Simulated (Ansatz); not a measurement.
**Sn4HO8: geometry relaxation (part 2 of 4)**

Continued. System: Sn4HO8 (slab, 13 atoms in the cell). Method: DFT PBEsol, scalar-relativistic, plane waves, PAW, spin-polarised (Ansatz 0.2.0); cutoff 420 eV, 8×6×1 k-mesh, Gaussian smearing of 0.05 eV, collinear spins. The structure derives from a Materials Project entry. The input holds or restrains some coordinates. Forces given for the steps count only the free coordinates. It belongs to a series of runs on one base structure; here: H put at a top O site.

Geometry of the input (Å; fractional positions):
```
3.2120  0.0000  0.0000
0.0000  4.7701  0.0000
0.0000  0.0000  28.0012
O  0.5000  0.1937  0.3036
Sn 0.0000  0.0000  0.3366
O  0.5000  0.8063  0.3696
O  0.0000  0.3063  0.3887
Sn 0.5000  0.5000  0.4217
O  0.0000  0.6937  0.4547
O  0.5000  0.1947  0.4742
Sn 0.0000  -0.0001  0.5070
O  0.5000  0.7961  0.5389
O  0.0000  0.2788  0.5625
Sn 0.5000  0.5126  0.5931
O  0.0000  0.6373  0.6306
H  0.0000  0.6373  0.6656
```

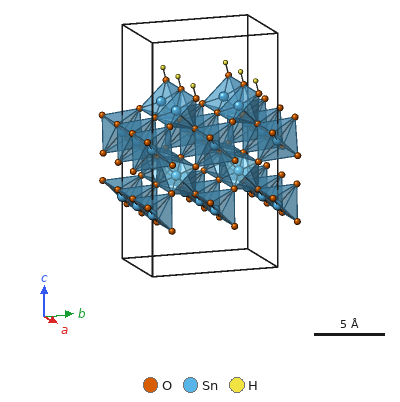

Fig. 1: The geometry at step 6 of the log (polyhedral view of the 2 × 2 repeat of the cell, with the vacuum cut short, seen slightly off an axis; polyhedra are completed across the faces of the cell).

**Output, continued**
```
SCF iter   1: F=—  HF=-28299.202334 eV  |F-HF|=—  |Δ(HF+E_count)|=         —  Δρ=5.13e-3 (↑4.54e-3 ↓5.13e-3)  dr2=3.10e-1  dr2_m=2.79e-2  M=0.015 μB ∫|m|=0.054 μB  β_m=0.30  ethr=2.93e-4  p=0.318 e·Å  D=1.34e-1 V/Å  ΔV_dip=-3.75 eV  dr2_dipole=5.76e-2  V_vac-E_F(+/−)=2.30/6.05 eV  ⟨swp⟩=1.9  Hψ=10535  notcnv=0  defer=290
efield: sawtooth ramp at fractional position 0.9646 (handed on by an earlier solve), width 0.0400; the density the first Hamiltonian is built on has a dipole p = 0.318 e·Å; the dipole correction subtracts the counter field D = 1.34e-1 V/Å, which shifts the + side's vacuum level by -3.75 eV against the − side's; the planar-averaged density in the ramp window peaks in size at 3.6e-6 e/Å³
preconditioner: auto → Resta (q_TF=auto, 2.158 Å⁻¹)  ε∞=2.1  [insulator: Δε(μ)=0.171 eV  Ē_g=17.905 eV  σ=0.050 eV  W_gap=0.66  n_scr=66 (ndim 8)  ℏωp=18.4 eV  f_vac=0.601  D(μ)=1.45/eV (n_scr^D=6)  ε∞_Penn≈2.1  vacuum switching on, ρ_ref=2.3e-2 e/Å³]
spin=Collinear: Resta preconditioning applied to the charge; magnetization (m = ρ↑ − ρ↓) channel mixes plain (no charge-response kernel on spin).
SCF iter   2: F=—  HF=-28299.223678 eV  |F-HF|=—  |Δ(HF+E_count)|=   2.13e-2  Δρ=3.87e-3 (↑3.29e-3 ↓3.87e-3)  dr2=5.90e-1  dr2_m=1.53e-2  M=0.008 μB ∫|m|=0.039 μB  β_m=0.30  ethr=2.93e-4  p=0.236 e·Å  D=9.97e-2 V/Å  ΔV_dip=-2.79 eV  dr2_dipole=2.88e-1  V_vac-E_F(+/−)=2.66/5.45 eV  ⟨swp⟩=3.4  Hψ=3493  notcnv=0  defer=290  κ⁻¹=1.0e0(r=1)
preconditioner: auto → LDOS  [metal: Δε(μ)=0.015 eV  Ē_g=18.003 eV  σ=0.050 eV  W_gap=0.17  n_scr=66 (ndim 8)  ℏωp=18.4 eV  f_vac=0.601  D(μ)=1.06/eV (n_scr^D=4)]
spin=Collinear: LDOS preconditioning applied to the charge; magnetization (m = ρ↑ − ρ↓) channel mixes plain (no charge-response kernel on spin).
density mixer auto → broyden: no gap read (density of states about μ 0.22 of a free-electron gas's, 66 screened modes)
SCF iter   3: F=—  HF=-28299.190174 eV  |F-HF|=—  |Δ(HF+E_count)|=   3.35e-2  Δρ=3.17e-3 (↑2.65e-3 ↓3.17e-3)  dr2=4.62e-2  dr2_m=1.26e-2  M=0.014 μB ∫|m|=0.039 μB  β_m=0.31  ethr=2.93e-4  p=0.294 e·Å  D=1.24e-1 V/Å  ΔV_dip=-3.47 eV  dr2_dipole=1.62e-3  V_vac-E_F(+/−)=2.40/5.87 eV  ⟨swp⟩=2.1  Hψ=3256  notcnv=0  defer=297  κ⁻¹=8.2e-3(r=2)
SCF iter   4: F=—  HF=-28299.206201 eV  |F-HF|=—  |Δ(HF+E_count)|=   1.60e-2  Δρ=1.20e-3 (↑1.02e-3 ↓1.20e-3)  dr2=8.41e-3  dr2_m=2.29e-3  M=0.010 μB ∫|m|=0.022 μB  β_m=0.30  ethr=4.40e-5  p=0.307 e·Å  D=1.29e-1 V/Å  ΔV_dip=-3.62 eV  dr2_dipole=5.18e-4  V_vac-E_F(+/−)=2.32/5.94 eV  ⟨swp⟩=2.1  Hψ=4142  notcnv=0  defer=297  κ⁻¹=2.3e-4(r=3)
SCF iter   5: F=—  HF=-28299.212104 eV  |F-HF|=—  |Δ(HF+E_count)|=   5.90e-3  Δρ=3.64e-4 (↑3.64e-4 ↓3.49e-4)  dr2=2.47e-2  dr2_m=1.44e-4  M=0.006 μB ∫|m|=0.010 μB  β_m=0.70  ethr=8.01e-6  p=0.303 e·Å  D=1.28e-1 V/Å  ΔV_dip=-3.58 eV  dr2_dipole=1.42e-2  V_vac-E_F(+/−)=2.29/5.87 eV  ⟨swp⟩=2.0  Hψ=4251  notcnv=0  defer=302  κ⁻¹=5.3e-5(r=4)
SCF iter   6: F=—  HF=-28299.211673 eV  |F-HF|=—  |Δ(HF+E_count)|=   4.32e-4  Δρ=3.87e-4 (↑3.87e-4 ↓3.76e-4)  dr2=1.53e-2  dr2_m=1.21e-5  M=0.004 μB ∫|m|=0.005 μB  β_m=1.20  ethr=8.01e-6  p=0.319 e·Å  D=1.35e-1 V/Å  ΔV_dip=-3.77 eV  dr2_dipole=5.83e-3  V_vac-E_F(+/−)=2.19/5.96 eV  ⟨swp⟩=1.7  Hψ=2946  notcnv=0  defer=304  κ⁻¹=4.6e-5(r=5)
SCF iter   7: F=—  HF=-28299.211121 eV  |F-HF|=—  |Δ(HF+E_count)|=   5.52e-4  Δρ=1.32e-4 (↑1.26e-4 ↓1.32e-4)  dr2=7.89e-4  dr2_m=2.40e-6  M=0.003 μB ∫|m|=0.003 μB  β_m=0.30  ethr=8.01e-6  p=0.315 e·Å  D=1.33e-1 V/Å  ΔV_dip=-3.72 eV  dr2_dipole=4.24e-4  V_vac-E_F(+/−)=2.20/5.91 eV  ⟨swp⟩=1.1  Hψ=3011  notcnv=0  defer=300  κ⁻¹=4.0e-5(r=6)
SCF iter   8: F=—  HF=-28299.211133 eV  |F-HF|=—  |Δ(HF+E_count)|=   1.19e-5  Δρ=1.39e-4 (↑1.15e-4 ↓1.39e-4)  dr2=2.19e-4  dr2_m=3.08e-5  M=0.001 μB ∫|m|=0.003 μB  β_m=0.35  ethr=7.52e-7  p=0.319 e·Å  D=1.35e-1 V/Å  ΔV_dip=-3.77 eV  dr2_dipole=2.24e-5  V_vac-E_F(+/−)=2.15/5.92 eV  ⟨swp⟩=2.0  Hψ=3201  notcnv=0  defer=300  κ⁻¹=4.1e-6(r=7)
SCF iter   9: F=—  HF=-28299.211255 eV  |F-HF|=—  |Δ(HF+E_count)|=   1.22e-4  Δρ=6.91e-5 (↑6.91e-5 ↓5.01e-5)  dr2=4.23e-5  dr2_m=1.06e-5  M=0.000 μB ∫|m|=0.002 μB  β_m=0.30  ethr=2.08e-7  p=0.320 e·Å  D=1.35e-1 V/Å  ΔV_dip=-3.78 eV  dr2_dipole=2.32e-5  V_vac-E_F(+/−)=2.14/5.92 eV  ⟨swp⟩=2.0  Hψ=3671  notcnv=0  defer=300  κ⁻¹=4.9e-7(r=8)
iter 10 did not close the SCF: its close was put off for a magnetic moment that had not settled (scf_convergence_deferred on its scf_iter line)
SCF iter  10: F=-28299.211230 eV  HF=-28299.211273 eV  |F-HF|=4.30e-5  |Δ(HF+E_count)|=   1.86e-5  Δρ=2.90e-5 (↑2.90e-5 ↓2.78e-5)  dr2=3.59e-5  dr2_m=1.72e-6  M=0.000 μB ∫|m|=0.001 μB  β_m=0.30  ethr=4.02e-8  p=0.321 e·Å  D=1.36e-1 V/Å  ΔV_dip=-3.80 eV  dr2_dipole=1.51e-5  V_vac-E_F(+/−)=2.13/5.92 eV  ⟨swp⟩=27.0  Hψ=28268  notcnv=0  κ⁻¹=1.5e-6(r=8)
iter 11 did not close the SCF: its close was put off for a magnetic moment that had not settled (scf_convergence_deferred on its scf_iter line)
SCF iter  11: F=-28299.211270 eV  HF=-28299.211277 eV  |F-HF|=7.20e-6  |Δ(HF+E_count)|=   3.51e-6  Δρ=1.11e-5 (↑1.11e-5 ↓1.10e-5)  dr2=6.88e-6  dr2_m=1.22e-7  M=0.000 μB ∫|m|=0.000 μB  β_m=1.20  ethr=3.42e-8  p=0.321 e·Å  D=1.36e-1 V/Å  ΔV_dip=-3.79 eV  dr2_dipole=3.04e-6  V_vac-E_F(+/−)=2.13/5.92 eV  ⟨swp⟩=16.6  Hψ=23906  notcnv=0  κ⁻¹=7.9e-7(r=8)
SCF iter  12: F=-28299.211276 eV  HF=-28299.211278 eV  |F-HF|=2.13e-6  |Δ(HF+E_count)|=   1.45e-6  Δρ=4.87e-6 (↑4.66e-6 ↓4.87e-6)  dr2=1.92e-6  dr2_m=8.91e-9  M=0.000 μB ∫|m|=0.000 μB  ethr=6.55e-9  p=0.321 e·Å  D=1.36e-1 V/Å  ΔV_dip=-3.80 eV  dr2_dipole=9.45e-7  V_vac-E_F(+/−)=2.12/5.92 eV  ⟨swp⟩=15.3  Hψ=22506  notcnv=0
the starting moments were not kept: the SCF closed with an absolute magnetisation of 1.5e-4 μB, where they sum to 1 μB in size (1 site). That is at most 0.1 of that sum. Measured as dr2_m measures the in/out step, that magnetisation stands 7.4e-9 eV from none, at or under the dr2_threshold of 1.0e-4 eV: it is no larger than a step whose dr2_m would equal this threshold.
SCF 2 converged in 12 iterations: F = -28299.211276 eV  dr2 = 1.92e-6
  greatest PAW one-centre occupation: 0.996 electrons in one spin orbital (limit 2), on the Sn atom at site 4 (counted from 0), in its partial waves of l = 2
relax step   2: F+E_penalty+E_count = -28299.21127608 eV  Δ(F+E_penalty+E_count) = -3.676e-1 eV  max|allowed force component| = 9.430e-1 eV/Å  Δτ_max = 0.1337 Å  (12 SCF iters, dr2 threshold 1.00e-4 eV, accepted)
[... from here on the SCF iterations and repeated set-up lines of each step are left out, up to the last step ...]
SCF 3 converged in 9 iterations: F = -28299.280884 eV  dr2 = 4.67e-5
relax step   3: F+E_penalty+E_count = -28299.28088434 eV  Δ(F+E_penalty+E_count) = -6.961e-2 eV  max|allowed force component| = 1.437e-1 eV/Å  Δτ_max = 0.1208 Å  (9 SCF iters, dr2 threshold 5.56e-5 eV, accepted)
SCF 4 converged in 11 iterations: F = -28299.290662 eV  dr2 = 1.31e-8
relax step   4: F+E_penalty+E_count = -28299.29066236 eV  Δ(F+E_penalty+E_count) = -9.778e-3 eV  max|allowed force component| = 2.333e-1 eV/Å  Δτ_max = 0.0586 Å  (11 SCF iters, dr2 threshold 1.29e-6 eV, accepted)
SCF 5 converged in 12 iterations: F = -28299.265472 eV  dr2 = 3.76e-8
relax step   5: F+E_penalty+E_count = -28299.26547171 eV  Δ(F+E_penalty+E_count) = +2.519e-2 eV  max|allowed force component| = 1.757e0 eV/Å  Δτ_max = 0.1959 Å  (12 SCF iters, dr2 threshold 3.40e-6 eV, rejected (line search))
SCF 6 converged in 13 iterations: F = -28299.309293 eV  dr2 = 5.75e-9
relax step   6: F+E_penalty+E_count = -28299.30929270 eV  Δ(F+E_penalty+E_count) = -1.863e-2 eV  max|allowed force component| = 1.987e-1 eV/Å  Δτ_max = 0.0980 Å  (13 SCF iters, accepted)
SCF 7 converged in 7 iterations: F = -28299.318899 eV  dr2 = 9.10e-6
relax step   7: F+E_penalty+E_count = -28299.31889947 eV  Δ(F+E_penalty+E_count) = -9.607e-3 eV  max|allowed force component| = 9.413e-2 eV/Å  Δτ_max = 0.1000 Å  (7 SCF iters, dr2 threshold 2.86e-5 eV, accepted)
SCF 8 converged in 10 iterations: F = -28299.320107 eV  dr2 = 2.78e-8
relax step   8: F+E_penalty+E_count = -28299.32010712 eV  Δ(F+E_penalty+E_count) = -1.208e-3 eV  max|allowed force component| = 1.517e-2 eV/Å  Δτ_max = 0.0522 Å  (10 SCF iters, dr2 threshold 1.99e-6 eV, accepted)
iter 1 solved again at ethr=2.63e-11 eV; its pass at ethr=3.10e-3 eV (dr2=2.76e-8 eV) is discarded
SCF iter   1: F=—  HF=-28299.320107 eV  |F-HF|=—  |Δ(HF+E_count)|=         —  Δρ=1.59e-6 (↑1.59e-6 ↓1.51e-6)  dr2=2.78e-8  dr2_m=1.25e-9  M=0.000 μB ∫|m|=0.000 μB  β_m=1.17  ethr=2.63e-11  p=0.275 e·Å  D=1.16e-1 V/Å  ΔV_dip=-3.24 eV  dr2_dipole=2.56e-12  V_vac-E_F(+/−)=2.67/5.91 eV  ⟨swp⟩=1.0  Hψ=6400  notcnv=0
efield: sawtooth ramp at fractional position 0.9646 (handed on by an earlier solve), width 0.0400; the density the first Hamiltonian is built on has a dipole p = 0.275 e·Å; the dipole correction subtracts the counter field D = 1.16e-1 V/Å, which shifts the + side's vacuum level by -3.24 eV against the − side's; the planar-averaged density in the ramp window peaks in size at 4.0e-6 e/Å³
preconditioner: auto → Resta (q_TF=auto, 2.158 Å⁻¹)  ε∞=2.0  [insulator: Δε(μ)=0.149 eV  Ē_g=18.112 eV  σ=0.050 eV  W_gap=0.50  n_scr=66 (ndim 8)  ℏωp=18.4 eV  f_vac=0.602  D(μ)=2.96/eV (n_scr^D=8)  ε∞_Penn≈2.0  vacuum switching on, ρ_ref=2.4e-2 e/Å³]
spin=Collinear: Resta preconditioning applied to the charge; magnetization (m = ρ↑ − ρ↓) channel mixes plain (no charge-response kernel on spin).
SCF iter   2: F=-28299.320107 eV  HF=-28299.320107 eV  |F-HF|=6.64e-8  |Δ(HF+E_count)|=   4.85e-8  Δρ=8.22e-7 (↑8.11e-7 ↓8.22e-7)  dr2=9.26e-9  dr2_m=6.05e-12  M=0.000 μB ∫|m|=0.000 μB  ethr=2.63e-11  p=0.275 e·Å  D=1.16e-1 V/Å  ΔV_dip=-3.24 eV  dr2_dipole=1.15e-9  V_vac-E_F(+/−)=2.67/5.91 eV  ⟨swp⟩=11.9  Hψ=17724  notcnv=0
the starting moments were not kept: the SCF closed with an absolute magnetisation of 1.1e-5 μB, where they sum to 1 μB in size (1 site). That is at most 0.1 of that sum. Measured as dr2_m measures the in/out step, that magnetisation stands 2.7e-11 eV from none, at or under the dr2_threshold of 1.0e-7 eV: it is no larger than a step whose dr2_m would equal this threshold.
SCF 9 converged in 2 iterations: F = -28299.320107 eV  dr2 = 9.26e-9
relax step   9: F+E_penalty+E_count = -28299.32010713 eV  Δ(F+E_penalty+E_count) = -7.618e-9 eV  max|allowed force component| = 1.498e-2 eV/Å  Δτ_max = 0.0000 Å  (2 SCF iters, accepted)
```

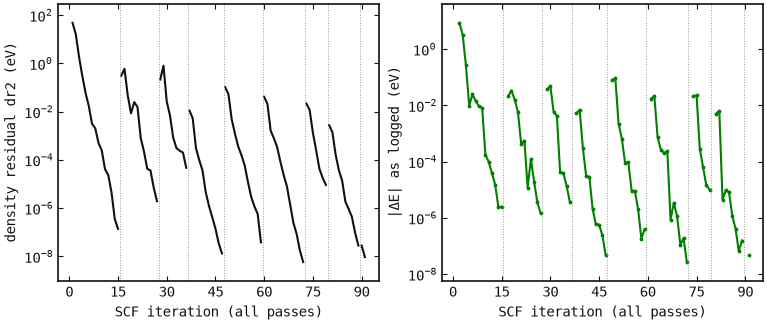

Fig. 2: Convergence of the self-consistent field: density residual dr2 and size of the energy change against the SCF iteration. The dotted lines part the SCF passes of the relaxation: geometry steps, rejected trials and re-solves on a re-selected basis. The 9 passes take 2 to 15 iterations each, 91 in all.

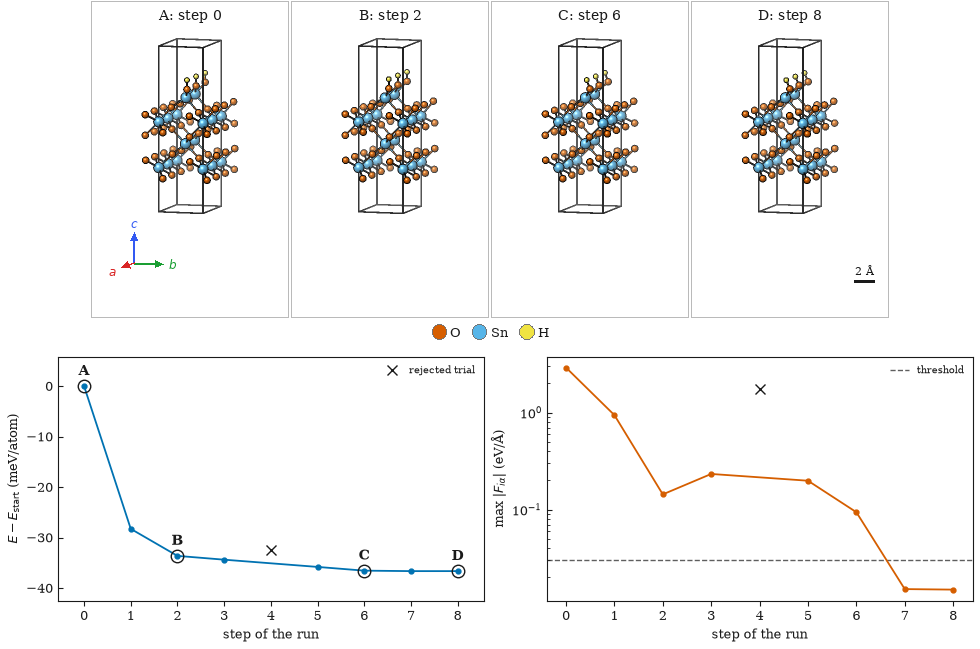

Fig. 3: Frames of the restrained relaxation (ball-and-stick view of the 2 × 1 repeat of the cell, with the vacuum cut short, with bonded neighbours outside it, seen slightly off an axis) above the curves, on which the letters mark them (the first geometry is step 0 here and step 1 in the log).

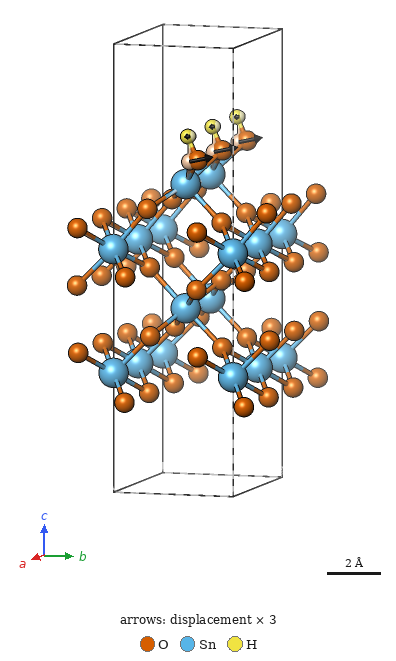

Fig. 4: Start (faint) and end (solid) with the displacements as black arrows, magnified 3 times (ball-and-stick view of the 2 × 1 repeat of the cell, with the vacuum cut short, with bonded neighbours outside it, seen slightly off an axis). The largest move is that of O12, 0.33 Å. By element the largest moves are O 0.33 Å, H 0.08 Å, Sn 0.06 Å. The cell doesn't change. Among the contacts that change: Sn11–O12 2.009 → 2.200 Å, O10–Sn11 2.134 → 2.075 Å, Sn8–O10 2.046 → 2.094 Å, Sn8–O9 2.079 → 2.096 Å. Among the angles that change: Sn11–O12–H13 121.5° → 107.1°, Sn11–O12–Sn11 106.1° → 93.7°, O12–Sn11–O12 106.1° → 93.7°. Over 8 geometry steps the energy falls by 36.6 meV per atom. The largest force component goes from 2.9 to 0.015 eV/Å. The line search rejected the trial step at point 4 (counted from 0) and went back. (Atoms are counted from 1 in the order of the input.)

```
WARN: The output density's exchange-correlation potential varies sharply where the density is thin. Do not read a vacuum level from v_tot or v_xc, or from such a field of the output density. On a cell that repeats whose density bears no net charge and no dipole along the vacuum's axis use v_es (v_loc + v_h of the components); under efield.dipole_correction with no amplitude use v_es + v_field, which holds any external_charges[].barrier, or the levels of the report's work_function block, which leave it out; under a non-zero efield.amplitude the vacuum is tilted and has no level; on a cell that repeats and bears such a dipole with no correction it is tilted too, and efield.dipole_correction with no amplitude gives each side of its ramp a level where efield: is served; in a cell that repeats whose density bears a net charge (total_charge, or a fill off its count) it is curved and has none; of a slab under crystal.periodic whose density bears no net charge use v_es, which has a level on each side, short of where the two are joined; of another it falls or rises all the way out and has none; of a slab beside external_charges read slab_vacuum_level instead, which it has where they leave it neutral. The grid or the basis barely resolves most such structure, and the values can differ between equally converged runs; as a rule a tighter scf.convergence.dr2_threshold does not remove it. Where the density itself ripples (under the LDA too) a higher basis.ecutwfc lessens it. The files hold the spikes' plane waves up to the density's cutoff. Files: v_tot_of_output_density and the like, and their columns of v_z.tsv (output.write_potential); v_xc_of_output_density and the like, and their columns of v_comp_z.tsv (output.write_potential_components). Measured: with its Gaussian average of σ = 0.25 Å subtracted twice, the exchange-correlation potential is over 0.1 eV at 236 of the grid points where the equally averaged density (valence and model cores) is under 1e-3 e/Å³, and 0.253 eV at the most among them, at an averaged density of 9.8e-4 e/Å³. The input density's (outcome.potential() and, of a run that writes arrays, v_tot and v_xc) is over 0.1 eV, so measured, at 341 points of its own thin density, 0.449 eV at the most. See output.write_potential in the manual, Limitations
SCF converged after 2 iterations
Stability not checked: this state was not tested for a lower state beside it, because the mixer in use, unlike msr1, does not test its closes by its own steps (another_mixer; see scf.mixing.algorithm and scf.lower_state_search)
Magnetization: 0.0000 μB (52.5000 up, 52.5000 down)
Absolute magnetization: 0.0000 μB (∫|ρ↑−ρ↓|, with the PAW one-centre terms)
Spin contamination: 0.0000 ħ² per cell (⟨S²⟩ above its minimum at these occupations)
Per-site moments (μB) at R_I (Å): [(1.283821933516638e-7, 0.8540331390805364), (1.828775051743153e-8, 0.8521495754884733), (3.314839410833721e-8, 0.8521495754884738), (1.6840921692371514e-8, 0.8521495754884733), (8.427003253135769e-9, 0.8521495754884738), (1.9329580061742902e-8, 0.8472265035951728), (1.6279514888209567e-7, 0.8501173509332483), (4.938438626749594e-8, 0.8472265035951728), (2.2578009506235706e-7, 0.8361763432265481), (1.7620848127004666e-6, 0.8557365824954538), (9.242235220670158e-7, 0.8361763432265481), (9.620923393621743e-7, 0.4042286709034148), (8.853067088296555e-8, 0.4042286709034148)]
Free energy (F): -28299.320107 eV
Harris-Foulkes:  -28299.320107 eV  (|F-HF|=6.64e-8)
Internal energy: -28299.316411 eV  (E = F + TS)
E sigma→0 (E₀):  -28299.318259 eV
Entropy (-TS):   -0.003696 eV (-0.284 meV/atom)
Fermi energy:    1.143610 eV
Dipole field:    D = 0.115855 V/Å  (p = 0.274681 e·Å, saw-weighted, corrected)
Work function:   Φ+ = 2.6692 eV   Φ− = 5.9134 eV
Levels:          The Fermi level and band energies are counted from a zero that moves with the ramp; work functions are not
--- Per-component energies (eV) ---
  E_band       = -1327.744132
  E_kinetic    = 2165.773251
  E_local      = -134747.633526  (includes V_loc(G=0)·N_el)
  E_nonlocal   = 276.944892
  E_hartree    = 66932.995781
  E_xc         = -2096.570663
  E_vxc        = -1134.198585  (∫ρ·V_xc dr)
  E_paw        = -17515.753514  (= ΣΔE_a)
  E_vpaw       = -1760.611535  (= ΣTr[D̂ρ^β])
  E_aug_tail   = 0.018288  (compensation charges beyond the density's cutoff)
  E_efield     = 0.015912  (sawtooth field / dipole correction)
  E_vefield    = 5.976965  (∫n·V_field dr)
  E_ewald      = 56683.471506
  E_core_change = 1.421662  (= ΣΔE_core)
  E_smearing   = -0.003696  (= −TS)
  E_closure    = 0.000000  (closes the sum)
  Σ components = -28299.320107   (vs F -28299.320107, Δ=0.00e0)
```
